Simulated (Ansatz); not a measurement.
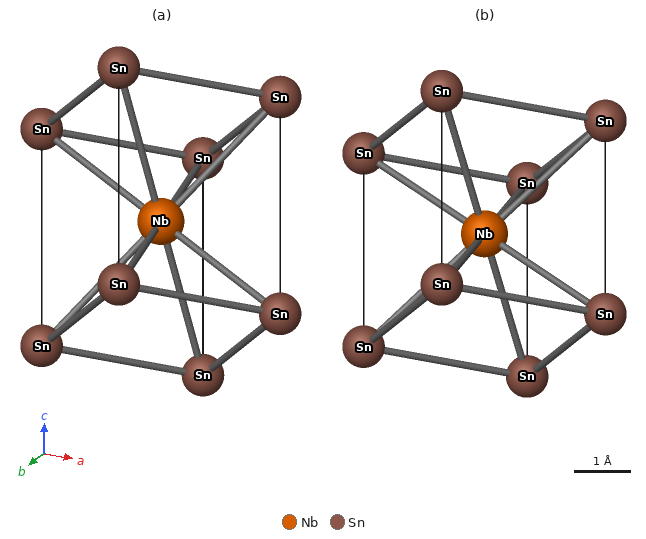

The structure of solid NbSn (built on the CuAu (L1_0)_123 type) (coarse preliminary run) before (left) and after (right) a relaxation, at one scale.

A ball-and-stick model of the cell of the calculation, seen from a free direction.

Case: CuAu (L1_0) type (P4/mmm, No. 123).

These are results of DFT PBE, scalar-relativistic, plane waves, PAW in Ansatz 0.2.0, not measurements.

Input
```yaml
crystal:
  lattice:
    - [3.2141398124, 0.0, 0.0]
    - [0.0, 3.2141398124, 0.0]
    - [0.0, 0.0, 4.2128189685]
  atoms:
    - { symbol: Nb, position: [0.5, 0.5, 0.5] }
    - { symbol: Sn, position: [0.0, 0.0, 0.0] }
basis:
  ecutwfc: 420
kpoints:
  mp_grid: { grid: [6, 6, 4] }
hamiltonian:
  xc: pbe
scf:
  occupations: { method: gaussian, width: 0.1 }
  lower_state_search: "off"
output:
  forces: true
  stress: true
  eigenvalues: true
relax:
  adjacent_minimum: "off"
  f_tol: 0.04
  max_steps: 70
  cell: { stress_tol: 0.4 }
```

Command:
```bash
ansatz run input.yaml --threads 1 --pin off --max-ram 2560MiB --backend cpu --events-out ev --progress --plain --runs-dir out
```

Q: Summarise the run.

A: The energy falls by 75.6 meV per atom in 4 accepted moves (5 points after the start). All forces vanish by symmetry, so only the cell relaxes. Pressure: −8.08 GPa at the start and 0.07 GPa at the end. The SCF was repeated once at an unchanged geometry on a basis and grid sized afresh for the cell, which shifted the energy by 0.3 meV per atom at most. No atom moves by more than 0.005 Å relative to the cell. The volume changes by −8.3 %, with a = b 3.214 → 3.259 Å (+1.4 %), c 4.213 → 3.757 Å (−10.8 %). Near-neighbour distances that change, for instance: Nb1–Sn2 3.099 → 2.973 Å, Sn2–Sn2 3.214 → 3.259 Å, Nb1–Nb1 3.214 → 3.259 Å. The space group stays P4/mmm (No. 123). Cost: 8.5 s on 1 thread of Intel(R) Xeon(R) Platinum 8375C CPU @ 2.90GHz (Ice Lake) (shared host), peak memory 0.39 GiB.

Limits of the set-up: the k-point mesh is coarse for a cell with partly filled bands.
